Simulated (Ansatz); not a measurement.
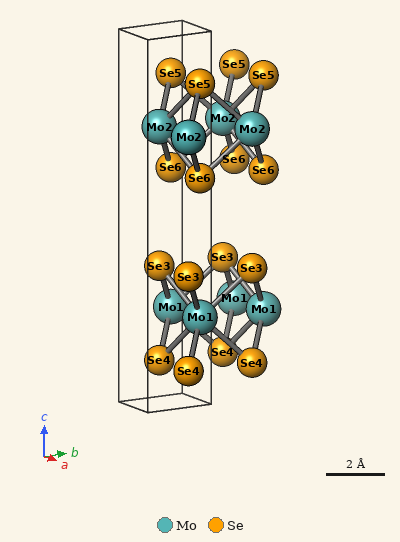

**Figure 1.** The input geometry of the first run (ball-and-stick view of the cell of the calculation, repeated 2 × 2 × 1, seen slightly off an axis; atoms are numbered from 1 in the order of the input). An atom can appear more than once, as a periodic image. Near neighbours in the periodic cell (some may lie outside the picture): Mo has 6 Se at 2.53 Å; Se has 3 Mo at 2.53 Å.

# MoSe₂: a changed input and its effect

System: MoSe₂ (P6₃/mmc, 6 atoms in the cell).
Method of the first run: DFT, r2SCAN with spin-orbit coupling, plane waves, PAW (Ansatz 0.2.0).

The structure was built on a prototype by a generator. The geometry comes from this level: r2scan-rvv10 (a point of a series of strains). Text and figures count atoms from 1; the logs count them from 0 in places.

**Input file, the first run**
```yaml
crystal:
  lattice:
    - [3.3053967672, 0.0, 0.0]
    - [-1.6526983836, 2.86255757, 0.0]
    - [0.0, 0.0, 13.0878310267]
  atoms:
    - { symbol: Mo, position: [0.3333333333, 0.6666666667, 0.25] }
    - { symbol: Mo, position: [0.6666666667, 0.3333333333, 0.75] }
    - { symbol: Se, position: [0.6666666667, 0.3333333333, 0.376631421] }
    - { symbol: Se, position: [0.6666666667, 0.3333333333, 0.123368579] }
    - { symbol: Se, position: [0.3333333333, 0.6666666667, 0.876631421] }
    - { symbol: Se, position: [0.3333333333, 0.6666666667, 0.623368579] }
kpoints:
  mp_grid: { grid: [12, 12, 2] }
  band_path:
    path:
      - [0.0, 0.0, 0.0]
      - [0.5, 0.0, 0.0]
      - [0.3333333333, 0.3333333333, 0.0]
      - [0.0, 0.0, 0.5]
      - [0.5, 0.0, 0.5]
      - [0.3333333333, 0.3333333333, 0.5]
      - [0.182292, 0.184896, 0.0]
    npoints: 1
hamiltonian:
  xc: r2scan
scf:
  occupations: { method: fermi_dirac, width: 0.02 }
  n_extra_bands: 10
magnetization:
  noncollinear: true
  spin_orbit: true
output:
  forces: true
  stress: true
  eigenvalues: true
  write_density: true
  write_potential: true
  elf: true
  volumetric_format: npy
```

Hardware: 1 × NVIDIA H100 80GB HBM3, 2 threads of AMD EPYC (Zen 3), 1656 GiB of memory available, shared host.

**Output, shortened to warnings, some set-up lines, iterations and results (the first run)**
```
Basis set: ecut = 500 eV, 3119 PW (Γ), exchange–correlation on 100×100×384 points (64 copies of the dense FFT grid, shifted against one another)
Symmetry: 24 space group operations + 24 with time reversal
k-points: 38 of 288
Initial density: superposition of atomic densities (chi_scale 0.1, normalization cell, long waves kept (reshape's long-wave potential 0.09 eV rms))
[...]
SCF iter   1: F=—  HF=-31828.322971 eV  |F-HF|=—  |Δ(HF+E_count)|=         —  Δρ=4.16e-2  dr2=3.92e0  dr2_τ=1.70e-2  dr2_m=0.00e0 (ungated)  ethr=3.10e-3  |M|=0.00e0 …
SCF iter   2: F=—  HF=-31827.982581 eV  |F-HF|=—  |Δ(HF+E_count)|=   3.40e-1  Δρ=3.13e-2  dr2=2.31e0  dr2_τ=6.66e-3  dr2_m=0.00e0 (ungated)  ethr=3.10e-3  |M|=0.00e0 …
SCF iter   3: F=—  HF=-31827.568197 eV  |F-HF|=—  |Δ(HF+E_count)|=   4.14e-1  Δρ=6.58e-3  dr2=7.32e-2  dr2_τ=3.10e-3  dr2_m=0.00e0 (ungated)  ethr=2.52e-3  |M|=0.00e0 …
SCF iter   4: F=—  HF=-31827.565945 eV  |F-HF|=—  |Δ(HF+E_count)|=   2.25e-3  Δρ=3.37e-3  dr2=2.82e-2  dr2_τ=2.01e-4  dr2_m=0.00e0 (ungated)  ethr=7.96e-5  |M|=0.00e0 …
SCF iter   5: F=—  HF=-31827.567597 eV  |F-HF|=—  |Δ(HF+E_count)|=   1.65e-3  Δρ=1.53e-3  dr2=5.87e-3  dr2_τ=9.75e-5  dr2_m=0.00e0 (ungated)  ethr=3.06e-5  |M|=0.00e0 …
SCF iter   6: F=—  HF=-31827.567592 eV  |F-HF|=—  |Δ(HF+E_count)|=   4.35e-6  Δρ=4.48e-4  dr2=3.35e-4  dr2_τ=2.22e-6  dr2_m=0.00e0 (ungated)  ethr=6.38e-6  |M|=0.00e0 …
SCF iter   7: F=—  HF=-31827.567581 eV  |F-HF|=—  |Δ(HF+E_count)|=   1.16e-5  Δρ=1.68e-4  dr2=4.08e-5  dr2_τ=7.03e-7  dr2_m=0.00e0 (ungated)  ethr=3.64e-7  |M|=0.00e0 …
SCF iter   8: F=—  HF=-31827.567432 eV  |F-HF|=—  |Δ(HF+E_count)|=   1.49e-4  Δρ=4.59e-5  dr2=2.30e-6  dr2_τ=2.35e-8  dr2_m=0.00e0 (ungated)  ethr=4.44e-8  |M|=0.00e0 …
SCF iter   9: F=—  HF=-31827.567435 eV  |F-HF|=—  |Δ(HF+E_count)|=   3.08e-6  Δρ=1.20e-5  dr2=2.26e-7  dr2_τ=2.73e-9  dr2_m=0.00e0 (ungated)  ethr=2.50e-9  |M|=0.00e0 …
SCF iter  10: F=-31827.567436 eV  HF=-31827.567436 eV  |F-HF|=1.24e-9  |Δ(HF+E_count)|=   2.03e-7  Δρ=2.08e-6  dr2=4.34e-9  dr2_τ=6.47e-11  dr2_m=0.00e0 (ungated)  …
SCF 1 converged in 10 iterations: F = -31827.567436 eV  dr2 = 4.34e-9
NSCF: frozen V_eff on 7 k-points
SCF converged after 10 iterations
Magnetization: |M| = 0.0000 μB,  M = (+0.0000, +0.0000, +0.0000) μB
Absolute magnetization: 0.0000 μB (∫|m|)
  site 0: m = (+0.0000, +0.0000, +0.0000) μB, |m| = 0.0000 μB  (R = 1.04 Å)
  site 1: m = (+0.0000, +0.0000, +0.0000) μB, |m| = 0.0000 μB  (R = 1.04 Å)
  site 2: m = (+0.0000, +0.0000, +0.0000) μB, |m| = 0.0000 μB  (R = 1.04 Å)
  site 3: m = (+0.0000, +0.0000, +0.0000) μB, |m| = 0.0000 μB  (R = 1.04 Å)
  site 4: m = (+0.0000, +0.0000, +0.0000) μB, |m| = 0.0000 μB  (R = 1.04 Å)
  site 5: m = (+0.0000, +0.0000, +0.0000) μB, |m| = 0.0000 μB  (R = 1.04 Å)
Free energy (F): -31827.567436 eV
Harris-Foulkes:  -31827.567436 eV  (|F-HF|=1.24e-9)
Internal energy: -31827.567436 eV  (E = F + TS)
E sigma→0 (E₀):  -31827.567436 eV
Fermi energy:    12.381312 eV
--- Per-component energies (eV) ---
  E_band       = -1743.960081
  E_kinetic    = 1358.241577
  E_local      = -12134.085028  (includes V_loc(G=0)·N_el)
  E_nonlocal   = -2094.870386
  E_hartree    = 5736.361926
  E_xc         = -752.042896
  E_vxc        = -937.651729  (∫ρ·V_xc dr)
  E_paw        = -14110.931857  (= ΣΔE_a)
  E_vpaw       = 537.194214  (= ΣTr[D̂ρ^β])
  E_aug_tail   = -0.000821  (compensation charges beyond the density's cutoff)
  E_vtau       = 54.486283  (kinetic-family band-sum trace: ∫τ·v_τ [+ j·A + Jᵃ·Aᵃ] dr)
  E_ewald      = -9822.806336
  E_core_change = -7.433615  (= ΣΔE_core)
  E_smearing   = -0.000000  (= −TS)
  E_closure    = 0.000000  (closes the sum)
  Σ components = -31827.567436   (vs F -31827.567436, Δ=0.00e0)
--- Forces (eV/Å), atoms counted from 1 ---
  atom   1  Mo     0.00000000     0.00000000     0.00000000
  atom   2  Mo     0.00000000    -0.00000000     0.00000000
  atom   3  Se    -0.00000000     0.00000000    -0.03809577
  atom   4  Se    -0.00000000     0.00000000     0.03809577
  atom   5  Se     0.00000000    -0.00000000    -0.03809577
  atom   6  Se    -0.00000000    -0.00000000     0.03809577
  max |Σ_I F_I| component: 5.78e-19 eV/Å
--- Stress (GPa, compression-positive) ---
        1.282931       0.000000       0.000000
       -0.000000       1.282931       0.000000
        0.000000       0.000000       1.177609
  P = ⅓ Tr σ = 1.2478 GPa (12.478 kbar)
```

For the second run the input was changed thus:
```diff
-    - [3.3053967672, 0.0, 0.0]
-    - [-1.6526983836, 2.86255757, 0.0]
-    - [0.0, 0.0, 13.0878310267]
+    - [3.3384507349, 0.0, 0.0]
+    - [-1.6692253674, 2.8911831457, 0.0]
+    - [0.0, 0.0, 13.218709337]
-    - { symbol: Se, position: [0.6666666667, 0.3333333333, 0.376631421] }
-    - { symbol: Se, position: [0.6666666667, 0.3333333333, 0.123368579] }
-    - { symbol: Se, position: [0.3333333333, 0.6666666667, 0.876631421] }
-    - { symbol: Se, position: [0.3333333333, 0.6666666667, 0.623368579] }
+    - { symbol: Se, position: [0.6666666667, 0.3333333333, 0.3746682438] }
+    - { symbol: Se, position: [0.6666666667, 0.3333333333, 0.1253317562] }
+    - { symbol: Se, position: [0.3333333333, 0.6666666667, 0.8746682438] }
+    - { symbol: Se, position: [0.3333333333, 0.6666666667, 0.6253317562] }
-      - [0.182292, 0.184896, 0.0]
+      - [0.182292, 0.182292, 0.0]
```

What does this change do to the results?

With the same functional and potentials, the second run lies 2.0 meV per atom lower. The pressure goes from 1.25 to −0.52 GPa. The volume per atom goes from 20.64 to 21.26 Å³. The number of SCF iterations is the same. The plane waves at Γ go from 3119 to 3169.

**Output, shortened to warnings, some set-up lines, iterations and results (the second run)**
```
Basis set: ecut = 500 eV, 3169 PW (Γ), exchange–correlation on 100×100×400 points (64 copies of the dense FFT grid, shifted against one another)
Symmetry: 24 space group operations + 24 with time reversal
k-points: 38 of 288
Initial density: superposition of atomic densities (chi_scale 0.1, normalization cell, long waves kept (reshape's long-wave potential 0.09 eV rms))
[...]
SCF iter   1: F=—  HF=-31828.280664 eV  |F-HF|=—  |Δ(HF+E_count)|=         —  Δρ=4.16e-2  dr2=3.65e0  dr2_τ=1.92e-2  dr2_m=0.00e0 (ungated)  ethr=3.10e-3  |M|=0.00e0 …
SCF iter   2: F=—  HF=-31827.967773 eV  |F-HF|=—  |Δ(HF+E_count)|=   3.13e-1  Δρ=3.07e-2  dr2=2.17e0  dr2_τ=7.39e-3  dr2_m=0.00e0 (ungated)  ethr=3.10e-3  |M|=0.00e0 …
SCF iter   3: F=—  HF=-31827.589462 eV  |F-HF|=—  |Δ(HF+E_count)|=   3.78e-1  Δρ=8.51e-3  dr2=1.30e-1  dr2_τ=6.46e-3  dr2_m=0.00e0 (ungated)  ethr=2.36e-3  |M|=0.00e0 …
SCF iter   4: F=—  HF=-31827.577610 eV  |F-HF|=—  |Δ(HF+E_count)|=   1.19e-2  Δρ=3.49e-3  dr2=3.10e-2  dr2_τ=1.85e-4  dr2_m=0.00e0 (ungated)  ethr=1.41e-4  |M|=0.00e0 …
SCF iter   5: F=—  HF=-31827.579192 eV  |F-HF|=—  |Δ(HF+E_count)|=   1.58e-3  Δρ=1.33e-3  dr2=4.17e-3  dr2_τ=5.36e-5  dr2_m=0.00e0 (ungated)  ethr=3.37e-5  |M|=0.00e0 …
SCF iter   6: F=—  HF=-31827.579468 eV  |F-HF|=—  |Δ(HF+E_count)|=   2.75e-4  Δρ=4.17e-4  dr2=3.31e-4  dr2_τ=1.18e-6  dr2_m=0.00e0 (ungated)  ethr=4.53e-6  |M|=0.00e0 …
SCF iter   7: F=—  HF=-31827.579510 eV  |F-HF|=—  |Δ(HF+E_count)|=   4.27e-5  Δρ=1.38e-4  dr2=3.32e-5  dr2_τ=7.65e-7  dr2_m=0.00e0 (ungated)  ethr=3.59e-7  |M|=0.00e0 …
SCF iter   8: F=—  HF=-31827.579231 eV  |F-HF|=—  |Δ(HF+E_count)|=   2.79e-4  Δρ=4.99e-5  dr2=2.66e-6  dr2_τ=1.91e-8  dr2_m=0.00e0 (ungated)  ethr=3.61e-8  |M|=0.00e0 …
SCF iter   9: F=—  HF=-31827.579235 eV  |F-HF|=—  |Δ(HF+E_count)|=   4.05e-6  Δρ=1.06e-5  dr2=1.72e-7  dr2_τ=1.01e-9  dr2_m=0.00e0 (ungated)  ethr=2.90e-9  |M|=0.00e0 …
SCF iter  10: F=-31827.579235 eV  HF=-31827.579235 eV  |F-HF|=2.84e-9  |Δ(HF+E_count)|=   1.97e-7  Δρ=2.06e-6  dr2=3.75e-9  dr2_τ=2.74e-11  dr2_m=0.00e0 (ungated)  …
SCF 1 converged in 10 iterations: F = -31827.579235 eV  dr2 = 3.75e-9
NSCF: frozen V_eff on 7 k-points
SCF converged after 10 iterations
Magnetization: |M| = 0.0000 μB,  M = (+0.0000, +0.0000, +0.0000) μB
Absolute magnetization: 0.0000 μB (∫|m|)
  site 0: m = (+0.0000, +0.0000, +0.0000) μB, |m| = 0.0000 μB  (R = 1.05 Å)
  site 1: m = (+0.0000, +0.0000, +0.0000) μB, |m| = 0.0000 μB  (R = 1.05 Å)
  site 2: m = (+0.0000, +0.0000, +0.0000) μB, |m| = 0.0000 μB  (R = 1.05 Å)
  site 3: m = (+0.0000, +0.0000, +0.0000) μB, |m| = 0.0000 μB  (R = 1.05 Å)
  site 4: m = (+0.0000, +0.0000, +0.0000) μB, |m| = 0.0000 μB  (R = 1.05 Å)
  site 5: m = (+0.0000, +0.0000, +0.0000) μB, |m| = 0.0000 μB  (R = 1.05 Å)
Free energy (F): -31827.579235 eV
Harris-Foulkes:  -31827.579235 eV  (|F-HF|=2.84e-9)
Internal energy: -31827.579235 eV  (E = F + TS)
E sigma→0 (E₀):  -31827.579235 eV
Fermi energy:    11.894997 eV
--- Per-component energies (eV) ---
  E_band       = -1788.850143
  E_kinetic    = 1355.950495
  E_local      = -12468.272904  (includes V_loc(G=0)·N_el)
  E_nonlocal   = -2094.796762
  E_hartree    = 5881.515978
  E_xc         = -751.031163
  E_vxc        = -936.227302  (∫ρ·V_xc dr)
  E_paw        = -14111.011206  (= ΣΔE_a)
  E_vpaw       = 536.992526  (= ΣTr[D̂ρ^β])
  E_aug_tail   = -0.000837  (compensation charges beyond the density's cutoff)
  E_vtau       = 54.471080  (kinetic-family band-sum trace: ∫τ·v_τ [+ j·A + Jᵃ·Aᵃ] dr)
  E_ewald      = -9632.499222
  E_core_change = -7.433615  (= ΣΔE_core)
  E_smearing   = -0.000000  (= −TS)
  E_closure    = 0.000000  (closes the sum)
  Σ components = -31827.579235   (vs F -31827.579235, Δ=0.00e0)
--- Forces (eV/Å), atoms counted from 1 ---
  atom   1  Mo    -0.00000000    -0.00000000     0.00000000
  atom   2  Mo     0.00000000     0.00000000     0.00000000
  atom   3  Se     0.00000000    -0.00000000    -0.03637713
  atom   4  Se     0.00000000    -0.00000000     0.03637713
  atom   5  Se    -0.00000000     0.00000000    -0.03637713
  atom   6  Se    -0.00000000     0.00000000     0.03637713
  max |Σ_I F_I| component: 4.63e-18 eV/Å
--- Stress (GPa, compression-positive) ---
       -1.051069      -0.000000       0.000000
       -0.000000      -1.051069       0.000000
        0.000000       0.000000       0.533952
  P = ⅓ Tr σ = -0.5227 GPa (-5.227 kbar)
```

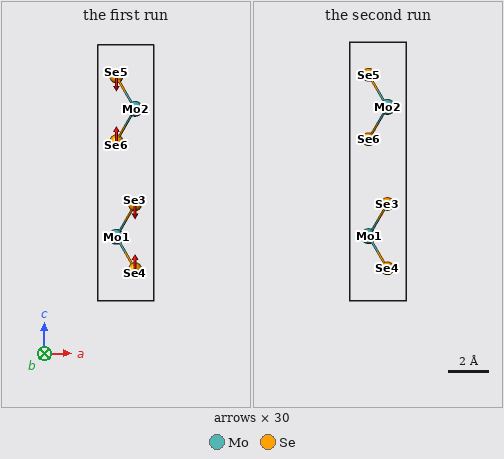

**Figure 2.** The two input geometries at one scale (ball-and-stick view of the cell of the calculation, along the b axis). The red arrows on the first give the shifts of the atoms relative to the cell, magnified 30 times. The largest moves relative to the cell, 0.026 Å, are those of Se3, Se4, Se5 and Se6. Mo stays in place. The drawn cell changes as follows: a = b 3.305 → 3.338 Å (+1.0 %), c 13.088 → 13.219 Å (+1.0 %); the volume changes by +3.0 %. Among the contacts that change: Mo1–Se3 2.528 → 2.536 Å.

**The two runs side by side**

```csv
quantity,the first run,the second run
outcome,converged,converged
free energy per atom (eV),−5304.5946,−5304.5965
gap on the mesh (eV),1.02,1.00
net moment of the cell (μB),0.00,0.00
absolute moment of the cell (μB),0.00,0.00
pressure (GPa),1.25,−0.52
volume per atom (Å³),20.64,21.26
largest force (eV/Å),0.038,0.036
SCF iterations,10,10
irreducible k-points,38,38
plane waves at Γ,3119,3169
wall time (shared host),15 s,19 s
```
